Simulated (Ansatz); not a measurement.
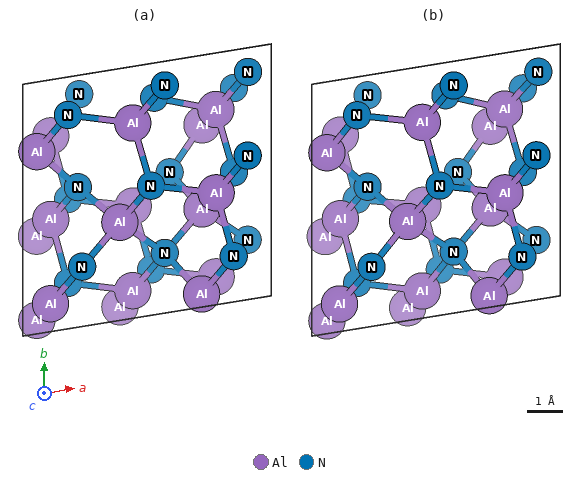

The structure of a defect cell of composition Al17N18 (cell charge −3) before (left) and after (right) a relaxation, at one scale.

The picture is a ball-and-stick view of the cell of the calculation, seen along the c axis.

Computed with Ansatz 0.2.0, DFT PBEsol, scalar-relativistic, plane waves, PAW. Settings: plane-wave cutoff 420 eV; k-point mesh 2 × 2 × 2; occupations gaussian; smearing width 0.02 eV; mesh shifted by (0.5, 0.5, 0.5); collinear spin; atoms relaxed in a fixed cell; force threshold 0.03 eV/Å; at most 40 steps.

Q: Describe what moved and what it gained.

A: After 4 geometry steps the energy has fallen by 0.417 eV per cell of the calculation. The largest force component goes from 1.5 to 0.019 eV/Å. An N atom moves most: 0.12 Å along [2 2 1]. By element the largest moves are N 0.12 Å, Al 0.09 Å. The cell doesn't change. Some distances before and after: Al–N 1.933 → 1.998 Å, Al–N 1.847 → 1.791 Å, Al–N 1.857 → 1.802 Å, Al–N 1.819 → 1.791 Å. Among the angles between lasting bonds that change: Al–N–Al 106.7° → 101.8°, N–Al–N 106.8° → 103.3°, Al–N–Al 110.7° → 114.0°. The program noted that the starting moments weren't kept. The run took 24 s on 8 threads of INTEL(R) XEON(R) PLATINUM 8581C CPU @ 2.30GHz (Emerald Rapids), with other jobs on the host, peak memory 1.7 GiB.

Limits of the set-up: the periodic images lie only 7.3 Å apart, so the values are limited by the cell's size; the cell is charged, on a uniform background, and energies carry no finite-size correction.
